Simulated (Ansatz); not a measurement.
**Se: a changed input and its effect**

System: Se (P3₁21, 3 atoms in the cell).
Method of the first run: DFT, PBEsol, all-electron LAPW, scalar-relativistic, no spin polarisation (Ansatz 0.2.0).

The structure derives from an entry of the Crystallography Open Database. Its volume is 0.94 times that of the source entry. Text and figures count atoms from 1; the logs count them from 0 in places.

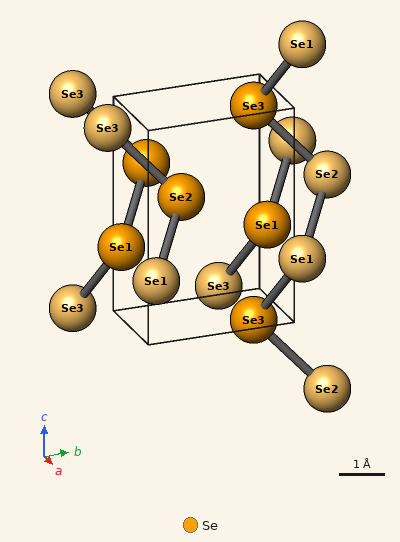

Fig. 1: The structure (ball-and-stick view of the cell of the calculation, seen slightly off an axis; neighbours outside the cell are drawn fainter; atoms are numbered from 1 in the order of the input).

## Input, the first run
```yaml
crystal:
  lattice:
    - [4.2770688178, 0.0, 0.0]
    - [-2.138534409, 3.70405025, 0.0]
    - [0.0, 0.0, 4.8524777481]
  atoms:
    - { symbol: Se, position: [0.2254, 0.0, 0.3333333333] }
    - { symbol: Se, position: [0.0, 0.2254, 0.6666666667] }
    - { symbol: Se, position: [0.7746, 0.7746, 0.0] }
kpoints:
  mp_grid: { grid: [6, 6, 5] }
  band_path:
    path:
      - [0.0, 0.0, 0.0]
      - [0.5, 0.0, 0.0]
      - [0.3333333333, 0.3333333333, 0.0]
      - [0.0, 0.0, 0.0]
      - [0.0, 0.0, 0.5]
      - [0.5, 0.0, 0.5]
      - [0.3333333333, 0.3333333333, 0.5]
      - [0.0, 0.0, 0.5]
      - [0.5, 0.0, 0.5]
    npoints: 5
scf:
  occupations: { method: fermi_dirac, width: 0.03 }
hamiltonian:
  xc: pbesol
  pseudopotentials: { kind: all_electron, lapw: { basis_error: 0.001 } }
output:
  forces: true
  stress: true
  eigenvalues: true
```

Launched with:
```bash
ansatz run input.yaml --threads 1 --pin off --max-ram 6144MiB --backend cpu --events-out ev --progress --plain --runs-dir out
```

Hardware: 1 thread of Arm Neoverse V2, 24 GiB of memory available, shared host.

## Output, shortened to warnings, some set-up lines, iterations and results (the first run)
```
Basis set: ecut = 344.46331843187016 eV, 1119 PW (Γ), exchange–correlation at level 2
Symmetry: 6 space group operations
k-points: 27 of 180 (time reversal used)
Initial density: superposition of atomic densities (chi_scale 0.1, normalization cell)
[...]
SCF iter   1: F=—  HF=-198242.388777 eV  |F-HF|=—  |Δ(HF+E_count)|=         —  Δρ=2.13e-2  dr2=2.33e-1  ethr=3.25e-4  ⟨swp⟩=2.8  Hψ=7380  notcnv=0
SCF iter   2: F=—  HF=-198242.320025 eV  |F-HF|=—  |Δ(HF+E_count)|=   6.88e-2  Δρ=1.19e-2  dr2=7.70e-2  ethr=3.24e-4  ⟨swp⟩=2.0  Hψ=3429  notcnv=0
SCF iter   3: F=—  HF=-198242.301694 eV  |F-HF|=—  |Δ(HF+E_count)|=   1.83e-2  Δρ=1.78e-3  dr2=2.21e-3  ethr=3.08e-6  ⟨swp⟩=2.0  Hψ=5832  notcnv=0
SCF iter   4: F=—  HF=-198242.304189 eV  |F-HF|=—  |Δ(HF+E_count)|=         —  Δρ=5.17e-4  dr2=2.65e-4  ethr=3.06e-6  ⟨swp⟩=2.0  Hψ=3213  notcnv=0
SCF iter   5: F=—  HF=-198242.304006 eV  |F-HF|=—  |Δ(HF+E_count)|=   1.83e-4  Δρ=1.88e-4  dr2=3.36e-5  ethr=3.67e-7  ⟨swp⟩=3.0  Hψ=3303  notcnv=0
SCF iter   6: F=—  HF=-198242.304029 eV  |F-HF|=—  |Δ(HF+E_count)|=   2.30e-5  Δρ=6.19e-5  dr2=4.00e-6  ethr=4.66e-8  ⟨swp⟩=3.0  Hψ=3369  notcnv=0
SCF iter   7: F=—  HF=-198242.304029 eV  |F-HF|=—  |Δ(HF+E_count)|=   3.03e-7  Δρ=3.29e-5  dr2=1.01e-6  ethr=5.55e-9  ⟨swp⟩=3.0  Hψ=3306  notcnv=0
SCF iter   8: F=-198242.304031 eV  HF=-198242.304031 eV  |F-HF|=8.95e-8  |Δ(HF+E_count)|=   1.55e-6  Δρ=8.50e-6  dr2=7.34e-8  ethr=1.41e-9  ⟨swp⟩=3.0  Hψ=3400  notcnv=0
SCF 1 converged in 8 iterations: F = -198242.304031 eV  dr2 = 7.34e-8
NSCF: frozen V_eff on 41 k-points
SCF converged after 8 iterations
Free energy (F): -198242.304031 eV
Harris-Foulkes:  -198242.304031 eV  (|F-HF|=8.95e-8)
Internal energy: -198242.304031 eV  (E = F + TS)
E sigma→0 (E₀):  -198242.304031 eV
Fermi energy:    8.782421 eV
--- Per-component energies (eV) ---
  E_band       = -4881.498376
  E_kinetic    = 202927.066554
  E_xc         = -7049.414984
  E_electrostatic = -394119.955601  (all electrons and nuclei)
  E_smearing   = -0.000000  (= −TS)
  E_closure    = 0.000000  (closes the sum)
  E_atoms      = -198230.900701  (free atoms, spherical and without spin; not in F)
  Σ components = -198242.304031   (vs F -198242.304031, Δ=0.00e0)
  Basis errors (estimates in eV, not in F): energy 5.0e-4 per atom: plane waves 4.6e-4 (2.7e-4 summed), levels above the bands 2.2e-119, relativity 1.3e-8, radial functions 4.5e-5, core shells 2.2e-9; eigenvalues (radial functions only) 6.6e-7; not estimated: angular momenta, meshes, grids; target …
--- Forces (eV/Å), atoms counted from 1 ---
  atom   1  Se     0.97523272     0.00000000    -0.00000000
  atom   2  Se    -0.48761636     0.84457631     0.00000000
  atom   3  Se    -0.48761636    -0.84457631     0.00000000
  max |Σ_I F_I| component: 1.11e-16 eV/Å
--- Stress (GPa, compression-positive) ---
        2.942095       0.000000      -0.000000
        0.000000       2.942095       0.000000
       -0.000000       0.000000       6.735468
  P = ⅓ Tr σ = 4.2066 GPa (42.066 kbar)
```

For the second run the input was changed thus:
```diff
-    - [4.2770688178, 0.0, 0.0]
-    - [-2.138534409, 3.70405025, 0.0]
-    - [0.0, 0.0, 4.8524777481]
+    - [4.3071900132, 0.0, 0.0]
+    - [-2.1535950066, 3.7301359704, 0.0]
+    - [0.0, 0.0, 4.8866512526]
```

How does the second run compare with the first run?

With the same functional and potentials, the second run lies 11.7 meV per atom lower. The pressure goes from 4.21 to 2.71 GPa. The largest force goes from 0.975 to 0.727 eV/Å. The volume per atom goes from 25.63 to 26.17 Å³. The cell is scaled evenly with the atoms at fixed fractional positions, so −ΔP/Δ ln V estimates the bulk modulus midway between the two volumes: about 71 GPa. The number of SCF iterations is the same.

## Output, shortened to warnings, some set-up lines, iterations and results (the second run)
```
Basis set: ecut = 338.01073765407125 eV, 1119 PW (Γ), exchange–correlation at level 2
Symmetry: 6 space group operations
k-points: 27 of 180 (time reversal used)
Initial density: superposition of atomic densities (chi_scale 0.1, normalization cell)
[...]
SCF iter   1: F=—  HF=-198242.425474 eV  |F-HF|=—  |Δ(HF+E_count)|=         —  Δρ=2.10e-2  dr2=2.32e-1  ethr=3.23e-4  ⟨swp⟩=2.9  Hψ=7378  notcnv=0
SCF iter   2: F=—  HF=-198242.355059 eV  |F-HF|=—  |Δ(HF+E_count)|=   7.04e-2  Δρ=1.16e-2  dr2=7.61e-2  ethr=3.22e-4  ⟨swp⟩=2.0  Hψ=3429  notcnv=0
SCF iter   3: F=—  HF=-198242.336744 eV  |F-HF|=—  |Δ(HF+E_count)|=   1.83e-2  Δρ=1.79e-3  dr2=2.23e-3  ethr=3.12e-6  ⟨swp⟩=2.0  Hψ=5832  notcnv=0
SCF iter   4: F=—  HF=-198242.339307 eV  |F-HF|=—  |Δ(HF+E_count)|=         —  Δρ=5.24e-4  dr2=2.69e-4  ethr=3.10e-6  ⟨swp⟩=2.0  Hψ=3213  notcnv=0
SCF iter   5: F=—  HF=-198242.339124 eV  |F-HF|=—  |Δ(HF+E_count)|=   1.83e-4  Δρ=1.86e-4  dr2=3.38e-5  ethr=3.74e-7  ⟨swp⟩=3.0  Hψ=3319  notcnv=0
SCF iter   6: F=—  HF=-198242.339148 eV  |F-HF|=—  |Δ(HF+E_count)|=   2.40e-5  Δρ=6.03e-5  dr2=3.93e-6  ethr=4.69e-8  ⟨swp⟩=3.0  Hψ=3370  notcnv=0
SCF iter   7: F=—  HF=-198242.339148 eV  |F-HF|=—  |Δ(HF+E_count)|=   5.47e-7  Δρ=3.15e-5  dr2=9.70e-7  ethr=5.46e-9  ⟨swp⟩=3.0  Hψ=3323  notcnv=0
SCF iter   8: F=-198242.339150 eV  HF=-198242.339150 eV  |F-HF|=9.45e-8  |Δ(HF+E_count)|=   1.51e-6  Δρ=8.51e-6  dr2=7.78e-8  ethr=1.35e-9  ⟨swp⟩=3.0  Hψ=3399  notcnv=0
SCF 1 converged in 8 iterations: F = -198242.339150 eV  dr2 = 7.78e-8
NSCF: frozen V_eff on 41 k-points
SCF converged after 8 iterations
Free energy (F): -198242.339150 eV
Harris-Foulkes:  -198242.339150 eV  (|F-HF|=9.45e-8)
Internal energy: -198242.339150 eV  (E = F + TS)
E sigma→0 (E₀):  -198242.339150 eV
Fermi energy:    8.457981 eV
--- Per-component energies (eV) ---
  E_band       = -4901.240775
  E_kinetic    = 202925.072104
  E_xc         = -7048.899698
  E_electrostatic = -394118.511556  (all electrons and nuclei)
  E_smearing   = -0.000000  (= −TS)
  E_closure    = 0.000000  (closes the sum)
  E_atoms      = -198230.900701  (free atoms, spherical and without spin; not in F)
  Σ components = -198242.339150   (vs F -198242.339150, Δ=0.00e0)
  Basis errors (estimates in eV, not in F): energy 5.1e-4 per atom: plane waves 4.6e-4 (2.7e-4 summed), levels above the bands 2.3e-119, relativity 1.6e-8, radial functions 4.5e-5, core shells 2.3e-9; eigenvalues (radial functions only) 6.3e-7; not estimated: angular momenta, meshes, grids; target …
--- Forces (eV/Å), atoms counted from 1 ---
  atom   1  Se     0.72718403     0.00000000     0.00000000
  atom   2  Se    -0.36359201     0.62975984    -0.00000000
  atom   3  Se    -0.36359201    -0.62975984    -0.00000000
  max |Σ_I F_I| component: 1.85e-17 eV/Å
--- Stress (GPa, compression-positive) ---
        1.738440       0.000000      -0.000000
        0.000000       1.738440       0.000000
       -0.000000       0.000000       4.659844
  P = ⅓ Tr σ = 2.7122 GPa (27.122 kbar)
```

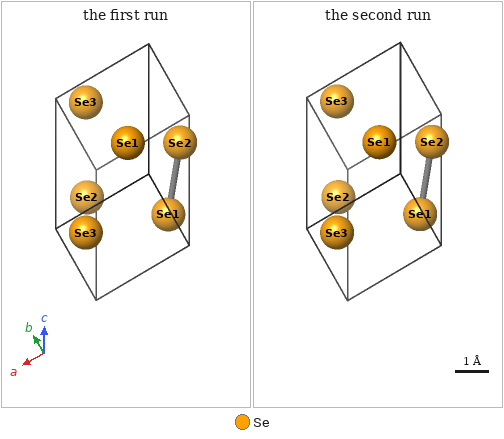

Fig. 2: The two input geometries at one scale (ball-and-stick view of the cell of the calculation, seen at an oblique angle). No atom moves by more than 0.005 Å relative to the cell. The drawn cell changes as follows: a = b 4.277 → 4.307 Å (+0.7 %), c 4.852 → 4.887 Å (+0.7 %); the volume changes by +2.1 %. Among the contacts that change: Se1–Se2 2.325 → 2.341 Å.

## The two runs side by side

| quantity | the first run | the second run |
| --- | --- | --- |
| outcome | converged | converged |
| free energy per atom (eV) | −66080.7680 | −66080.7797 |
| gap on the mesh (eV) | 1.19 | 1.21 |
| pressure (GPa) | 4.21 | 2.71 |
| volume per atom (Å³) | 25.63 | 26.17 |
| largest force (eV/Å) | 0.975 | 0.727 |
| SCF iterations | 8 | 8 |
| irreducible k-points | 27 | 27 |
| plane waves at Γ | 1119 | 1119 |
| wall time (shared host) | 51 s | 51 s |
